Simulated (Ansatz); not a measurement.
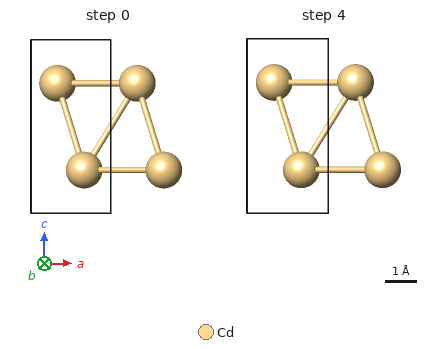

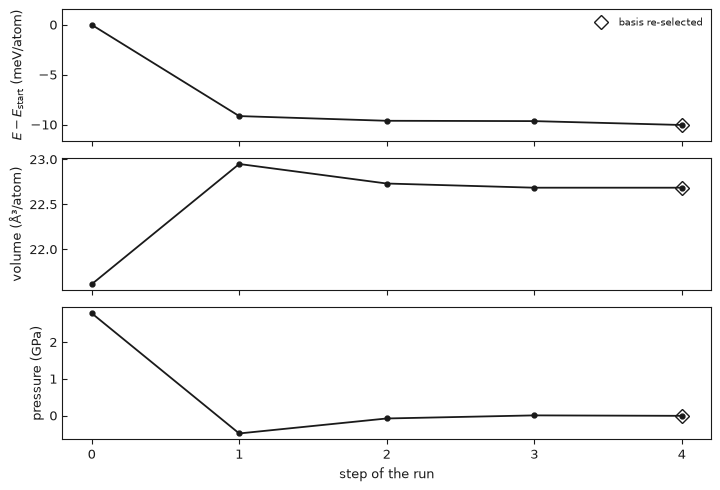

First and last geometry of a relaxation of solid Cd (built on the hcp type), with the history of the run. Style: ball-and-stick. Shown: the cell of the calculation, repeated 2 × 1 × 1 with one cell outlined, along the b axis.

The calculation used DFT PBE, scalar-relativistic, plane waves, PAW in Ansatz 0.2.0.

Input file:
```yaml
crystal:
  lattice:
    - [2.98, 0.0, 0.0]
    - [-1.49, 2.5807557033, 0.0]
    - [0.0, 0.0, 5.62028]
  atoms:
    - { symbol: Cd, position: [0.3333333333, 0.6666666667, 0.75] }
    - { symbol: Cd, position: [0.6666666667, 0.3333333333, 0.25] }
basis:
  ecutwfc: 420
  ecutrho_ratio: 4
kpoints:
  mp_grid: { grid: [16, 16, 8] }
hamiltonian:
  xc: pbe
scf:
  occupations: { method: gaussian, width: 0.05 }
output:
  forces: true
  stress: true
  eigenvalues: true
relax:
  f_tol: 0.01
  max_steps: 60
  cell: { stress_tol: 0.04 }
```

Q: Did the run converge, and what did it change?

A: It converged. The energy falls by 10.0 meV per atom in 3 accepted moves (4 points after the start). All forces vanish by symmetry, so only the cell relaxes. The pressure goes from 2.79 to −0.01 GPa. At 1 point the geometry stayed and the basis and grid were re-selected for the new cell (energy shift of 0.4 meV per atom at most each time). No atom moves by more than 0.005 Å relative to the cell. The drawn cell changes as follows: a = b 2.980 → 3.043 Å (+2.1 %), c 5.620 → 5.657 Å (+0.6 %); the volume changes by +5.0 %. Near-neighbour distances that change, for instance: Cd1–Cd1 2.980 → 3.043 Å, Cd1–Cd2 3.295 → 3.330 Å. The space group stays P6_3/mmc (No. 194). The run took about 21 core-seconds on a shared host.
